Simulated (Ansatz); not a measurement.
System: SnO₂, space group P4_2/mnm (No. 136).

Structure:
```xyz
6
Lattice="4.7380 0.0000 0.0000 0.0000 4.7380 0.0000 0.0000 0.0000 3.1865" Properties=species:S:1:pos:R:3 pbc="T T T"
Sn    2.3690    2.3690    1.5933
Sn    0.0000    0.0000    0.0000
O     3.8240    0.9140    1.5933
O     3.2830    3.2830    0.0000
O     0.9140    3.8240    1.5933
O     1.4550    1.4550    0.0000
```

Method: plane-wave DFT, no spin polarisation; energies at scaled volumes of the given cell, shape and fractions fixed, counted from the fit's minimum, third-order Birch-Murnaghan fit (Ansatz 0.2.0). Level: BLYP with D3(BJ).

```tsv
setting	value
k mesh	6×6×8
occupations	Fermi–Dirac
smearing width	0.05 eV
potentials	Ansatz PAW
wave cutoff	420 eV
density cutoff	1680 eV
```

Predict the energy and pressure against volume. The volume takes the values 11.21, 11.45, 11.68, 11.92, 12.16, 12.40, 12.64 Å³/atom.

A third-order Birch–Murnaghan fit gives V0 = 12.51 Å³/atom, B0 = 183 GPa and B′ = 4.8. The energy is 95.61 meV/atom at volume 11.21 Å³/atom and 0.76 meV/atom at 12.64 Å³/atom; the lowest computed point is at volume 12.40 Å³/atom (0.55 meV/atom), and no other minimum shows. The pressure falls from 26.23 GPa at volume 11.21 Å³/atom to −1.85 GPa at 12.64 Å³/atom, and changes sign near 12.51 Å³/atom.

```
volume (Å³/atom)  energy (meV/atom)  pressure (GPa)
           11.21              95.61           26.23
           11.45              61.24           20.14
           11.68              35.33           14.70
           11.92              17.12            9.85
           12.16               5.80            5.50
           12.40               0.55            1.61
           12.64               0.76           -1.85
```

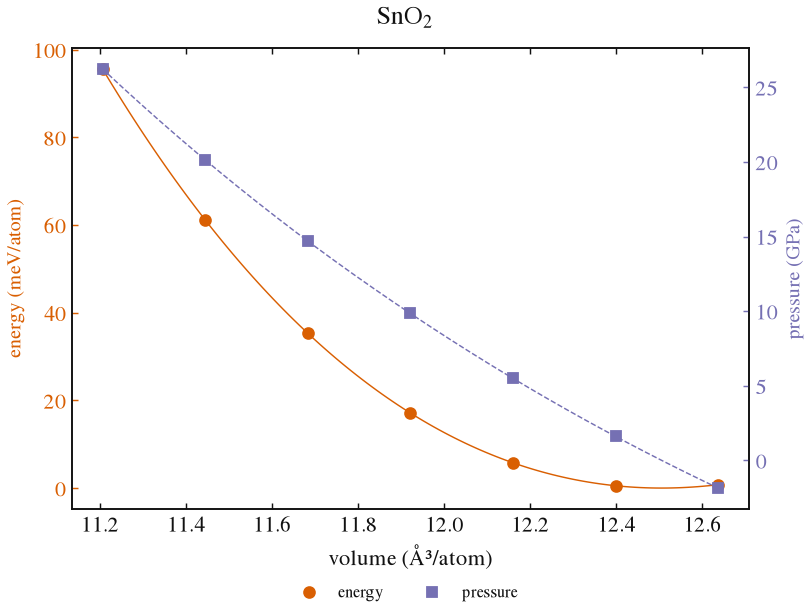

Caveats: the functional was run on potentials made for another functional; shape and atomic fractions are frozen while scaling, which makes layered, chain and framework solids too stiff.
